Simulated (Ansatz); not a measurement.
**Bands, cutoff and cost in G0W0 for Bi2Te2PbS2 (R-3m)**

Aim: see how the G0W0 gap of Bi2Te2PbS2 (R-3m) on PBE moves with empty bands and screening cutoff, and what each rung costs.

Calculated with Ansatz 0.2.0; G0W0 on PBE, plane waves, PAW.

## (1) The structure

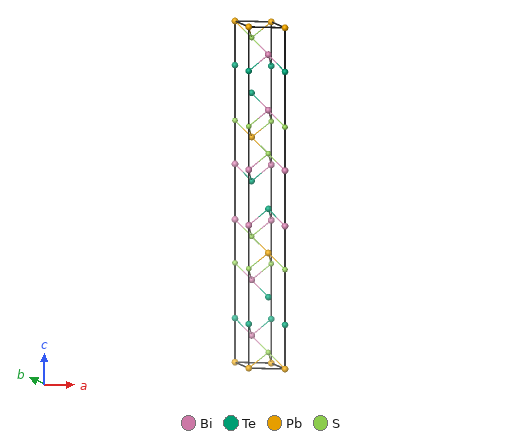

The starting structure, seen slightly off an axis (bismuth pink, tellurium teal, lead orange, sulfur green). This picture shows the conventional cell, with its axes. Bonds to atoms that aren't drawn are left out. Some periodic images of atoms are drawn too.

The cell and positions come from the Crystallography Open Database and are kept as given unless a step says otherwise. Spin-orbit coupling is left out unless a step names it. The default PAW set here is soft_2. Its files were made with PBE.

## (2) 207 empty bands, screening to 57 eV

G0W0 replaces the xc potential by the self-energy, built once from these orbitals. Only a window of levels is corrected, while the sums run over the empty bands that the input names.

Input file input.yaml:

```yaml
crystal:
  lattice:
    - [2.13505, 1.2326716922, 13.4709566667]
    - [-2.13505, 1.2326716922, 13.4709566667]
    - [0.0, -2.4653433845, 13.4709566667]
  atoms:
    - { symbol: Bi, position: [0.58139, 0.58139, 0.58139] }
    - { symbol: Bi, position: [0.41861, 0.41861, 0.41861] }
    - { symbol: Te, position: [0.87066, 0.87066, 0.87066] }
    - { symbol: Te, position: [0.12934, 0.12934, 0.12934] }
    - { symbol: Pb, position: [0.0, 0.0, 0.0] }
    - { symbol: S, position: [0.29134, 0.29134, 0.29134] }
    - { symbol: S, position: [0.70866, 0.70866, 0.70866] }
kpoints:
  mp_grid: { grid: [4, 4, 4] }
hamiltonian:
  xc: pbe
scf:
  occupations: { method: fixed }
gw:
  n_empty_bands: 207
  ecut_chi: 57
  qp_bands: [v2, c2]
  qp_kpoints: band_edges
  screening: { model: contour_deformation }
```

Command:

```console
$ ansatz run input.yaml --threads 3 --pin off --max-ram 64512MiB --backend cuda --events-out ev --progress --plain --runs-dir out --devices 1 --max-vram 24GiB  # rebuilt from the run's record
```

Numbers of over 12 decimals in the logs are rounded to 6 here.

The log of the run:

```text
GPUs: using 1 of 1 available (devices: 1).
Engine: ansatz 0.2.0, x86_64-unknown-linux-gnu
Pseudopotentials: kind: paw
Pseudopotential: Bi, paw, valence charge 15, recommended cutoff 420 eV (normal), Bi.paw.azcp
Pseudopotential: Te, paw, valence charge 16, recommended cutoff 420 eV (normal), Te.paw.azcp
Pseudopotential: Pb, paw, valence charge 14, recommended cutoff 420 eV (normal), Pb.paw.azcp
Pseudopotential: S, paw, valence charge 6, recommended cutoff 420 eV (normal), S.paw.azcp
Functional definition: PBE
  parameter kappa = 0.804
  parameter beta = 0.066725
  exchange = pbe_x(kappa = kappa, mu = beta*pi^2/3)
  correlation = pbe_c(beta = beta)
device memory: the entry about to start is reckoned to put 5.3 GiB on a device that reports 31.4 GiB free (of which the cap on the GPU budget leaves the run 24.0 GiB)
GPU FFT provider: cuFFT
GPU libraries: cuBLAS 13.8.2, cuFFT 12.4.0, cuSOLVER 12.3.4
Crystal: 7 atoms, lattice volume = 212.718 Å³
Basis set: ecut = 420 eV, 4143 PW (Γ)
Bands: 53, of which v1, the nominal top of the filled ones, is band 44 counted from 1 (43 counted from 0)
Symmetry: 12 space group operations
Space group: R-3m (ITA 166), of the structure as read, at distance tolerance 6.0e-5 Å
k-points: 13 of 64
Non-local potential: Bi, projectors of the file, l = 0: 2, l = 1: 2, l = 2: 2, l = 3: 2
Non-local potential: Te, projectors of the file, l = 0: 2, l = 1: 2, l = 2: 2, l = 3: 2
Non-local potential: Pb, projectors of the file, l = 0: 2, l = 1: 2, l = 2: 2, l = 3: 2
Non-local potential: S, projectors of the file, l = 0: 2, l = 1: 2, l = 2: 2
PAW form: soft (Blöchl's): semilocal exchange-correlation on the pseudo side does not see the compensation charge
PAW one-centre angular grid: Bi, 590 points (default); XC on 64 Gauss nodes
PAW one-centre angular grid: Te, 590 points (default); XC on 64 Gauss nodes
PAW one-centre angular grid: Pb, 590 points (default); XC on 64 Gauss nodes
PAW one-centre angular grid: S, 110 points (default); XC on 64 Gauss nodes
Initial density: superposition of atomic densities (neutral atoms: chi_scale 0, normalization atom), corrected by the library's trained network
Initial wavefunctions: pseudopotential atomic-orbital guess
GPU buffer pool allocated for 884736 grid points (all kernels)
GPU transforms: local potential and band sums: pruned to the plane-wave sphere, on 96×96×96
Functional: x = pbe(κ = 0.804, μ = 0.219515), c = pbe(β = 0.066725)
SCF iter   1: F=—  HF=-52466.098427 eV  |F-HF|=—  |Δ(HF+E_count)|=         —  Δρ=9.81e-4  dr2=2.97e-3  ethr=1.77e-3  ⟨swp⟩=5.0  Hψ=2333  notcnv=0  defer=76
preconditioner: auto → Resta (q_TF=auto, 2.355 Å⁻¹)  ε∞=3.7  [insulator: Δε(μ)=0.336 eV  Ē_g=10.652 eV  n_scr=52 (ndim 8)  ℏωp=17.6 eV  f_vac=0.012  ε∞_Penn≈3.7]
SCF iter   2: F=—  HF=-52466.095787 eV  |F-HF|=—  |Δ(HF+E_count)|=   2.64e-3  Δρ=5.20e-4  dr2=5.86e-4  ethr=3.38e-6  ⟨swp⟩=3.0  Hψ=1459  notcnv=0  defer=90
SCF iter   3: F=—  HF=-52466.096053 eV  |F-HF|=—  |Δ(HF+E_count)|=   2.65e-4  Δρ=2.80e-4  dr2=3.94e-4  ethr=6.66e-7  ⟨swp⟩=2.5  Hψ=1026  notcnv=0  defer=89
SCF iter   4: F=—  HF=-52466.096179 eV  |F-HF|=—  |Δ(HF+E_count)|=   1.27e-4  Δρ=1.28e-4  dr2=1.70e-4  ethr=4.48e-7  ⟨swp⟩=2.0  Hψ=789  notcnv=0  defer=69
SCF iter   5: F=—  HF=-52466.096193 eV  |F-HF|=—  |Δ(HF+E_count)|=   1.35e-5  Δρ=4.74e-5  dr2=9.29e-6  ethr=1.93e-7  ⟨swp⟩=1.6  Hψ=663  notcnv=0  defer=43
SCF iter   6: F=—  HF=-52466.096199 eV  |F-HF|=—  |Δ(HF+E_count)|=   5.85e-6  Δρ=1.15e-5  dr2=3.31e-7  ethr=1.06e-8  ⟨swp⟩=2.0  Hψ=887  notcnv=0  defer=40
SCF iter   7: F=-52466.096199 eV  HF=-52466.096199 eV  |F-HF|=6.40e-9  |Δ(HF+E_count)|=   4.93e-7  Δρ=3.46e-6  dr2=3.17e-8  ethr=1.14e-10  ⟨swp⟩=11.4  Hψ=3060  notcnv=0
SCF 1 converged in 7 iterations: F = -52466.096199 eV  dr2 = 3.17e-8
  greatest PAW one-centre occupation: 0.998 electrons in one spin orbital (limit 2), on the Te atom at site 3 (counted from 0), in its partial waves of l = 2
device memory: the entry about to start is reckoned to put 6.3 GiB (of the 6.4 GiB reckoned in all, the device holds 0.1 GiB already) on a device that reports 28.8 GiB free (of which the cap on the GPU budget leaves the run 23.9 GiB)
NSCF: frozen V_eff on 13 k-points
the band table was solved once the SCF had ended and its energy, with any forces and stress, was formed, with the checks that follow a solve (2798 applications of the Hamiltonian). They found nothing against the state; the energy, forces and stress were not computed again (output.eigenvalues in the input reference)
device memory: the entry about to start is reckoned to put 4.8 GiB on a device that reports 28.2 GiB free (of which the cap on the GPU budget leaves the run 24.0 GiB)
NSCF: frozen V_eff on 13 k-points
G₀W₀ screening: q 1/13
[... further progress lines ...]
device memory: the entry about to start is reckoned to put 1.6 GiB on a device that reports 31.3 GiB free (of which the cap on the GPU budget leaves the run 24.0 GiB)
NSCF: frozen V_eff on 1 k-points
device memory: the entry about to start is reckoned to put 1.6 GiB on a device that reports 31.3 GiB free (of which the cap on the GPU budget leaves the run 24.0 GiB)
NSCF: frozen V_eff on 1 k-points
device memory: the entry about to start is reckoned to put 1.6 GiB on a device that reports 31.3 GiB free (of which the cap on the GPU budget leaves the run 24.0 GiB)
NSCF: frozen V_eff on 1 k-points
SCF converged after 7 iterations
Free energy (F): -52466.096199 eV
Harris-Foulkes:  -52466.096199 eV  (|F-HF|=6.40e-9)
Internal energy: -52466.096199 eV  (E = F + TS)
E sigma→0 (E₀):  -52466.096199 eV
Fermi energy:    8.372773 eV
--- Per-component energies (eV) ---
  E_band       = -825.429584
  E_kinetic    = 1461.425070
  E_local      = -7288.913436  (includes V_loc(G=0)·N_el)
  E_nonlocal   = 909.752573
  E_hartree    = 3284.339110
  E_xc         = -967.043450
  E_vxc        = -804.534599  (∫ρ·V_xc dr)
  E_paw        = -42253.731375  (= ΣΔE_a)
  E_vpaw       = -1671.841830  (= ΣTr[D̂ρ^β])
  E_aug_tail   = -0.001191  (compensation charges beyond the density's cutoff)
  E_ewald      = -7611.923501
  E_smearing   = -0.000000  (= −TS)
  E_closure    = 0.000000  (closes the sum)
  Σ components = -52466.096199   (vs F -52466.096199, Δ=0.00e0)
--- Band table (eV; the first three rows and the last of 13) ---
  k-point 0: bands = [... 40 lower, 7.4981, 7.5014, 7.5014, 7.9400, 9.1862, 9.6653, 9.9658, 9.9658, ... 5 higher]
  k-point 1: bands = [... 40 lower, 7.0159, 7.2164, 7.5140, 7.8173, 9.6791, 10.0164, 10.3787, 10.9024, ... 5 higher]
  k-point 2: bands = [... 40 lower, 6.8253, 6.8974, 6.9635, 7.5587, 9.7100, 10.2135, 10.4193, 10.7101, ... 5 higher]
  k-point 12: bands = [... 40 lower, 7.3281, 7.5599, 7.5599, 8.3728, 8.7087, 9.7526, 9.7526, 9.9091, ... 5 higher]
--- G₀W₀: contour deformation, 8 samples at zero and on the imaginary axis and 1 off it, 64 q-points, 207 empty bands' worth ---
  eigenvalues of the whole cell's RPA ε∞ on this k-mesh (on a slab, of 1 + 4πα/V) = 20.1794, 20.1794, 30.4225; static W/v taken at q = 0 is 0.112008
  gw.qp_kpoints: band_edges: 9 of 13 stored k-points solved, in 1 pass; an edge of the gap read off the rows below is read off those points alone
    valence top: of the k-points left out ik 3 came nearest to being solved in a further pass, in band 44 (counted from 1, as in the quasiparticle table): it holds the edge there only if its correction is more favourable than any solved in that band by at least 0.645 eV; those differ by 0.070 eV
    conduction bottom: of the k-points left out ik 9 came nearest to being solved in a further pass, in band 45 (counted from 1, as in the quasiparticle table): it holds the edge there only if its correction is more favourable than any solved in that band by at least 0.829 eV; those differ by 0.158 eV
  `?` marks the rows in doubt; gw_qp.tsv's column doubts and the gw_qp event give each row's grounds
    ik  band        ε_KS         Σx   Σc(E_QP)       V_xc       Z   E_QP_lin       E_QP  E_QP is
     0    43      7.5014   -15.5850     1.5484   -13.9552  0.7552     7.4200     7.4200  root
     0    44      7.9400   -14.0479     0.5624   -13.4987  0.7596     7.9532     7.9532  root
     0    45      9.1862   -10.1383    -2.6114   -12.9959  0.7611     9.4318     9.4323  root
     0    46      9.6653   -10.0577    -2.9455   -13.4082  0.8238    10.0284    10.0703  root ?
     1    43      7.5140   -15.6078     1.3866   -14.2128  0.7518     7.5057     7.5057  root
     1    44      7.8173   -15.6903     1.1865   -14.5399  0.7530     7.8534     7.8535  root
     1    45      9.6791   -10.1060    -2.7742   -13.2711  0.7707    10.0042    10.0701  root ?
     1    46     10.0164    -9.7123    -2.9453   -13.0491  0.7677    10.3390    10.4079  root ?
     2    43      6.9635   -14.7838     1.3973   -13.3100  0.7886     6.8905     6.8870  root
     2    44      7.5587   -15.9895     1.2851   -14.7402  0.7610     7.5944     7.5944  root
     2    45      9.7100    -9.1983    -2.9069   -12.3600  0.7784     9.9632     9.9647  root
     2    46     10.2135    -9.0762    -2.9958   -12.4625  0.8272    10.5438    10.6041  root ?
     6    43      7.2087   -16.3840     1.9470   -14.3639  0.7459     7.1357     7.1356  root
     6    44      7.8135   -15.7605     1.0919   -14.7022  0.7672     7.8473     7.8472  root
     6    45      9.2742    -9.1637    -2.7629   -12.1884  0.7941     9.5320     9.5360  root
     6    46     10.2372    -9.3702    -3.0140   -12.7929  0.7788    10.5973    10.6460  root ?
     7    43      7.5344   -15.7061     1.5717   -14.0545  0.7556     7.4546     7.4545  root
     7    44      8.1369   -14.2180     0.3112   -13.9677  0.7681     8.1978     8.1979  root
     7    45      8.9639   -10.3336    -2.3301   -12.9028  0.7789     9.2017     9.2030  root
     7    46      9.8094    -9.8726    -3.0418   -13.3114  0.7839    10.1485    10.2064  root ?
     8    43      7.3561   -16.1591     1.8075   -14.2833  0.7491     7.2878     7.2878  root
     8    44      8.0476   -16.0044     1.1117   -14.9523  0.7661     8.1073     8.1071  root
     8    45      9.4241    -9.5517    -2.7512   -12.6826  0.7882     9.7257     9.8040  root ?
     8    46     10.2837    -9.7426    -3.0515   -13.2147  0.7746    10.6720    10.7044  root ?
    10    43      7.3536   -16.2296     1.8343   -14.3320  0.7484     7.2904     7.2904  root
    10    44      7.9143   -16.0444     1.1906   -14.9115  0.7594     7.9721     7.9720  root
    10    45      9.5198    -9.3793    -2.8892   -12.5574  0.7841     9.8072     9.8087  root ?
    10    46     10.3829   -10.2031    -3.1237   -13.7415  0.7500    10.7427    10.7976  root ?
    11    43      7.6784   -16.3918     1.5517   -14.8542  0.7568     7.6925     7.6925  root
    11    44      7.7400   -16.4378     1.4274   -15.0501  0.7616     7.7798     7.7797  root
    11    45      9.9052    -9.0563    -3.0279   -12.3828  0.7867    10.2017    10.2038  root ?
    11    46     10.1540    -9.4860    -3.0237   -12.9216  0.7832    10.5203    10.5659  root ?
    12    43      7.5599   -15.7774     1.5807   -14.1180  0.7562     7.4811     7.4811  root
    12    44      8.3728   -15.1568     0.4191   -14.8212  0.7758     8.4566     8.4563  root
    12    45      8.7087    -9.4929    -2.4262   -12.1520  0.7967     8.9381     8.9415  root
    12    46      9.7526    -9.5522    -2.8940   -12.8445  0.7790    10.0948    10.1508  root ?
```

Wall time 50 s (1 × NVIDIA H100 80GB HBM3 (shared by 3 runs) with 3 threads of AMD EPYC 7R13 (Zen 3), shared host); peak memory 1.7 GiB.

This step gave:

| Property | Result |
| --- | --- |
| bands summed | 251 |
| RPA ε∞ on this mesh (eigenvalues) | 20.18, 20.18, 30.42 |
| plane waves in the screening matrix | 221 |
| q-points in the mesh | 64 |
| G0W0 gap on the mesh | 0.4852 eV |
| k of the valence top | -0.5, -0.5, -0.5 |
| k of the conduction bottom | -0.5, -0.5, -0.5 |
| starting gap on the mesh | 0.3359 eV |
| Z at the valence top | 0.7758 |
| Z at the conduction bottom | 0.7967 |
| least direct G0W0 gap on the computed points | 0.4852 eV |

The gap on the mesh goes from 0.34 eV to 0.49 eV, a correction of +0.15 eV. Between the two edge states, bare exchange in place of the xc potential would open the gap by 2.99 eV, and correlation takes back 2.85 eV.

## (3) 587 empty bands, screening to 114 eV

Bands and screening cutoff are moved together, since each hides the error of the other.

Changes to input.yaml since step 2:

```diff
@@ -20,4 +20,4 @@
 gw:
-  n_empty_bands: 207
-  ecut_chi: 57
+  n_empty_bands: 587
+  ecut_chi: 114
   qp_bands: [v2, c2]
```

The log of the run:

```text
GPUs: using 1 of 1 available (devices: 1).
[...]
GPU FFT provider: cuFFT
GPU libraries: cuBLAS 13.8.2, cuFFT 12.4.0, cuSOLVER 12.3.4
Crystal: 7 atoms, lattice volume = 212.718 Å³
Basis set: ecut = 420 eV, 4143 PW (Γ)
Bands: 53, of which v1, the nominal top of the filled ones, is band 44 counted from 1 (43 counted from 0)
Symmetry: 12 space group operations
[...]
k-points: 13 of 64
[...]
GPU buffer pool allocated for 884736 grid points (all kernels)
[...]
SCF iter   1: F=—  HF=-52466.098427 eV  |F-HF|=—  |Δ(HF+E_count)|=         —  Δρ=9.81e-4  dr2=2.97e-3  ethr=1.77e-3  ⟨swp⟩=5.0  Hψ=2333  notcnv=0  defer=76
[...]
SCF iter   7: F=-52466.096199 eV  HF=-52466.096199 eV  |F-HF|=6.40e-9  |Δ(HF+E_count)|=   4.93e-7  Δρ=3.46e-6  dr2=3.17e-8  ethr=1.14e-10  ⟨swp⟩=11.4  Hψ=3060  notcnv=0
SCF 1 converged in 7 iterations: F = -52466.096199 eV  dr2 = 3.17e-8
[...]
NSCF: frozen V_eff on 13 k-points
[...]
G₀W₀ screening: q 1/13
[... further progress lines ...]
[...]
SCF converged after 7 iterations
Free energy (F): -52466.096199 eV
[...]
Internal energy: -52466.096199 eV  (E = F + TS)
E sigma→0 (E₀):  -52466.096199 eV
Fermi energy:    8.372773 eV
[...]
--- Band table (eV; the first three rows and the last of 13) ---
  k-point 0: bands = [... 40 lower, 7.4981, 7.5014, 7.5014, 7.9400, 9.1862, 9.6653, 9.9658, 9.9658, ... 5 higher]
  k-point 1: bands = [... 40 lower, 7.0159, 7.2164, 7.5140, 7.8173, 9.6791, 10.0164, 10.3787, 10.9024, ... 5 higher]
  k-point 2: bands = [... 40 lower, 6.8253, 6.8974, 6.9635, 7.5587, 9.7100, 10.2135, 10.4193, 10.7101, ... 5 higher]
  k-point 12: bands = [... 40 lower, 7.3281, 7.5599, 7.5599, 8.3728, 8.7087, 9.7526, 9.7526, 9.9091, ... 5 higher]
[...]
0    43      7.5014   -15.5850     1.1911   -13.9552  0.7523     7.0565     7.0626  root
     0    44      7.9400   -14.0479     0.2302   -13.4987  0.7561     7.6156     7.6210  root ?
     0    45      9.1862   -10.1383    -2.9381   -12.9959  0.7568     9.1063     9.1056  root
     0    46      9.6653   -10.0577    -3.3506   -13.4082  0.8096     9.6652     9.6652  root
     1    43      7.5140   -15.6078     1.0015   -14.2128  0.7472     7.1567     7.1205  root ?
     1    44      7.8173   -15.6903     0.8303   -14.5399  0.7477     7.4930     7.4972  root ?
     1    45      9.6791   -10.1060    -3.1748   -13.2711  0.7679     9.6694     9.6695  root
     1    46     10.0164    -9.7123    -3.3410   -13.0491  0.7654    10.0121    10.0121  root
     2    43      6.9635   -14.7838     1.0531   -13.3100  0.7724     6.5603     6.5427  root
     2    44      7.5587   -15.9895     0.9287   -14.7402  0.7564     7.2330     7.2379  root
     2    45      9.7100    -9.1983    -3.2150   -12.3600  0.7756     9.6567     9.6567  root
[...]
6    44      7.8135   -15.7605     0.6741   -14.7022  0.7628     7.4771     7.4294  root ?
[...]
7    44      8.1369   -14.2180    -0.0498   -13.9677  0.7640     7.8410     7.8369  root ?
[...]
8    44      8.0476   -16.0044     0.7311   -14.9523  0.7615     7.7225     7.7265  root ?
[...]
11    43      7.6784   -16.3918     1.1449   -14.8542  0.7521     7.3223     7.2857  root ?
[...]
11    46     10.1540    -9.4860    -3.4060   -12.9216  0.7808    10.1835    10.1836  root
    12    43      7.5599   -15.7774     1.2193   -14.1180  0.7529     7.1141     7.1198  root
    12    44      8.3728   -15.1568     0.0206   -14.8212  0.7718     8.0595     8.0578  root ?
    12    45      8.7087    -9.4929    -2.7260   -12.1520  0.7944     8.6416     8.6418  root
    12    46      9.7526    -9.5522    -3.2821   -12.8445  0.7763     9.7627     9.7627  root
```

The job ended after 75 s (1 × NVIDIA H100 80GB HBM3 (shared by 3 runs) with 3 threads; peak memory 2.8 GiB; 2.1 min of CPU time).

This step gave:

```
bands summed                                 : 631
RPA ε∞ on this mesh (eigenvalues)            : 20.11, 20.11, 30.38
plane waves in the screening matrix          : 599
q-points in the mesh                         : 64
G0W0 gap on the mesh                         : 0.5840 eV
k of the valence top                         : -0.5, -0.5, -0.5
k of the conduction bottom                   : -0.5, -0.5, -0.5
starting gap on the mesh                     : 0.3359 eV
Z at the valence top                         : 0.7718
Z at the conduction bottom                   : 0.7944
least direct G0W0 gap on the computed points : 0.5840 eV
```

Against the run with 4×4×4 mesh, 207 empty bands, screening to 57 eV, the gap moves by +0.10 eV.

[end of part 1 of 2]

[Paths, hosts, dates, memory and timing lines, banners, echoed tables and standing remarks are left out of the program output.]

[Logs are printed without paths, hosts, clocks, repeated set-up lines and the standing remarks that a program may print on its own settings, such as how far it seeks lower states.]

[Runs of the session that timed out or met a known fault of the program may be left out.]

[Cells called generated may have been cut or substituted from an entry of the Crystallography Open Database or the Materials Project.]

[Hosts, paths, dates, database ids (printed as entryN), source tags and the programs' standing remarks are cut or masked in the printed files.]
